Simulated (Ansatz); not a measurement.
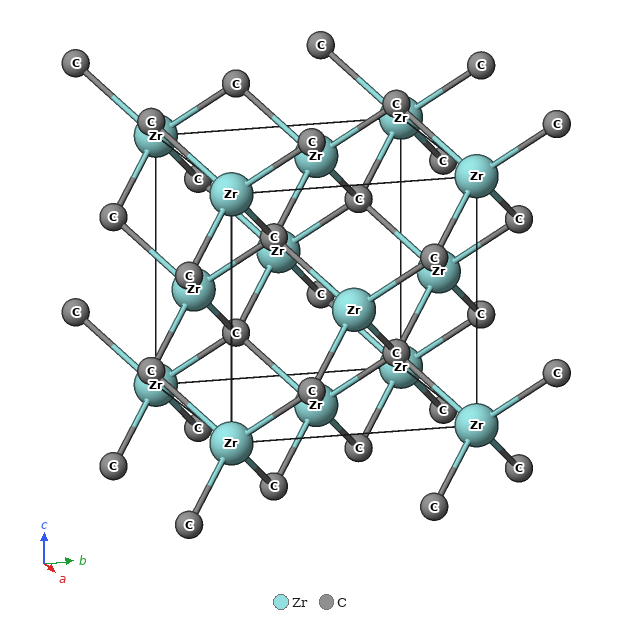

A ball-and-stick rendering, viewed slightly off an axis. The frame is the conventional unit cell; atoms at its boundary are shown with their periodic copies. A few atoms beyond the faces are included. Cell: a = 5.09 Å, b = 5.09 Å, c = 5.09 Å, α = 90.00°, β = 90.00°, γ = 90.00°.

Source of the structure: a structure type filled with these elements by a generator (whether the compound takes this form wasn't checked). Earlier steps of the study may have refined or changed the cell and positions. Ansatz was used for an electronic-structure calculation on it.

### What can be read from this drawing?

Formula: ZrC. The lattice is face-centred cubic and the space group F-43m (No. 216). Its structure type: zinc blende (sphalerite type). The cell comprises 4 formula units: 4 Zr, 4 C. Zr is coordinated by four C in a tetrahedral arrangement at about 2.2 Å. C bonds to four Zr in a tetrahedral arrangement at about 2.2 Å. Not all metal-metal contacts are counted. The bonds build a three-dimensional framework.

Calculation details: DFT PBE, scalar-relativistic, plane waves, PAW in Ansatz 0.2.0; cutoff 420 eV, k-points about 0.18 Å⁻¹ apart, Gaussian smearing of 0.02 eV, no spin polarisation.

### Is the electronic structure metallic or gapped?

A semiconductor at this level, with a gap of 0.48 eV, indirect.

### List the Bader charges.

Zr +1.89 e; C -1.89 e.

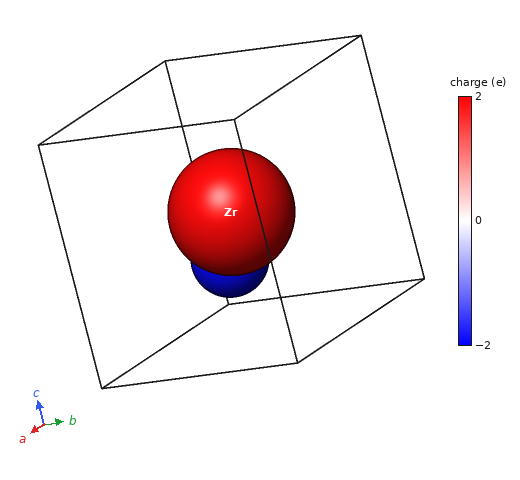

The atoms coloured by those charges. The run's cell of 2 atoms is drawn, so axes and origin can differ from the first picture.

### Do the forces and the stress vanish for this geometry?

Yes. All forces vanish to within 0.01 eV/Å. The pressure is 0.0 GPa, close to zero.
